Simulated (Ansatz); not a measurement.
A Fermi-surface calculation for Co₂Si (Pnma).

The calculation's input:

```yaml
crystal:
  lattice:
    - [4.918, 0.0, 0.0]
    - [0.0, 3.738, 0.0]
    - [0.0, 0.0, 7.109]
  atoms:
    - { symbol: Co, position: [0.962, 0.75, 0.218], spin: 3.0 }
    - { symbol: Co, position: [0.038, 0.25, 0.782], spin: 3.0 }
    - { symbol: Co, position: [0.538, 0.25, 0.718], spin: 3.0 }
    - { symbol: Co, position: [0.462, 0.75, 0.282], spin: 3.0 }
    - { symbol: Co, position: [0.826, 0.75, 0.562], spin: 3.0 }
    - { symbol: Co, position: [0.174, 0.25, 0.438], spin: 3.0 }
    - { symbol: Co, position: [0.674, 0.25, 0.062], spin: 3.0 }
    - { symbol: Co, position: [0.326, 0.75, 0.938], spin: 3.0 }
    - { symbol: Si, position: [0.298, 0.75, 0.611] }
    - { symbol: Si, position: [0.702, 0.25, 0.389] }
    - { symbol: Si, position: [0.202, 0.25, 0.111] }
    - { symbol: Si, position: [0.798, 0.75, 0.889] }
basis:
  ecutwfc: 420
kpoints:
  mp_grid: { grid: [8, 10, 6] }
hamiltonian:
  xc: pbe
  pseudopotentials: { kind: paw }
scf:
  occupations: { method: gaussian, width: 0.05 }
output:
  forces: true
  eigenvalues: true
  eigenstates:
    nscf_kmesh: { grid: [18, 22, 12] }
    top_band: c6
    de_dk: true
    localisation: true
  stress: true
  populations: true
checkpoint:
  write: ck
  compress: false
  write_wavefunctions: false
  write_every: 100000
magnetization:
  spin_polarized: true
```

Run with:

```sh
ansatz run input.yaml --threads 4 --pin off --max-ram 9216MiB --backend cpu --events-out ev --progress --plain --runs-dir out
```

Computed with DFT PBE, scalar-relativistic, plane waves, PAW; levels and slopes on a dense k mesh at the converged density in Ansatz. Collinear spin polarisation. k mesh for the levels: 18×22×12. Cell and positions as given, without relaxation (residual pressure −5 GPa).

Eight bands cross the Fermi level; this is a three-dimensional metal. The density of states at the Fermi level is 11 states/eV per primitive cell. The intraband plasma frequencies along the cartesian axes x, y and z of the cell as given are 2.2, 2.2 and 2.5 eV.

Spin-up band 77: two hole pockets on the T–Z line (each 0.23 % of the zone), only 50 meV deep and an open sheet between a filled part that runs through the repeated zones in all directions and an empty one that does so in two.
Spin-up band 78: one electron pocket centred at Γ (1.2 % of the zone) and an open network that joins neighbouring zones in all directions (the band is filled at Γ, X, Z, Y and T and empty at U, S and R); weight Co (93 %).
Spin-up band 79: one electron pocket centred at Y (3.1 % of the zone); mean Fermi speed 1.6 × 10⁵ m/s.
Spin-up band 80: one electron pocket centred at Y (2.2 % of the zone); weight almost wholly on Co.
Spin-down band 73: one hole pocket centred at Z (0.28 % of the zone); mean Fermi speed 1.1 × 10⁵ m/s.
Spin-down band 74: one hole pocket centred at Z (6.6 % of the zone) and two hole pockets on the Y–Γ line (each 0.86 % of the zone), only 40 meV deep; mean Fermi speed 1.1 × 10⁵ m/s.
Spin-down band 75: an open sheet between a empty part that runs through the repeated zones in all directions and a filled one that does so in two; mean Fermi speed 1.0 × 10⁵ m/s; weight almost wholly on Co.
Spin-down band 76: an open sheet between a empty part that runs through the repeated zones in all directions and a filled one that does so in two; mean Fermi speed 1.1 × 10⁵ m/s.
A pocket cut by a face of the zone is counted once with the part on the opposite face.
Weights are shares of the states' density in the atoms' Voronoi cells.
The shape of the surface of spin-up band 77, spin-down band 74, spin-down band 75 and spin-down band 76 changes its kind within 0.03 eV of this level, so small parts may appear, vanish, join or separate.

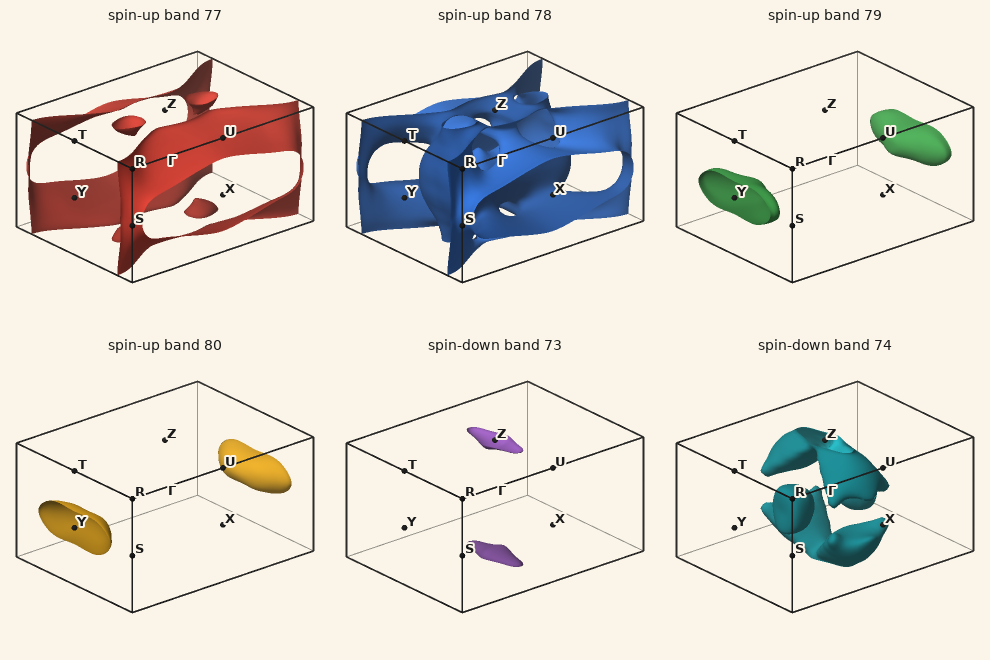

Each panel holds one band. The brighter face of a sheet looks towards empty states. Only the first six of 8 bands are drawn.

The run ends with a net moment of 2.9 μB a cell, the order reached from its starting moments, not necessarily the lowest. Necks and pockets thinner than about two mesh steps aren't resolved, so separate pockets may in truth be joined.
